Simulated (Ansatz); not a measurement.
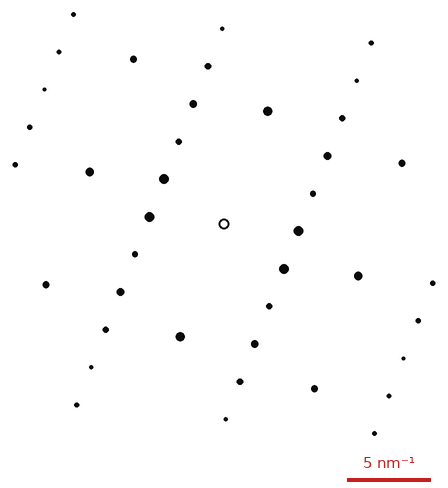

Simulated selected-area electron diffraction pattern (200 kV, kinematic approximation, thin crystal, B = 0.3 Å² for all atoms).

**Describe the geometry of this pattern.**

The spots form a centred rectangular net whose two shortest vectors correspond to d = 4.11 Å and 2.22 Å, 74.3° apart.

**What is the point symmetry of the pattern, intensities included?**

2mm. A zero-layer kinematic pattern is always centrosymmetric (Friedel's law).

**Which crystal and zone produced it?**

This cannot be fixed from one zone alone; the pattern is [101] of W, space group P6/mmm (No. 191), a = 4.748 Å, c = 2.636 Å (hexagonal axes). The net vectors are 0 1 0 (itself too weak to see) and 1 0 -1. Structure: the input geometry of an electronic-structure calculation (not necessarily at equilibrium); the starting structure was generated, so it need not be a known form of this composition.
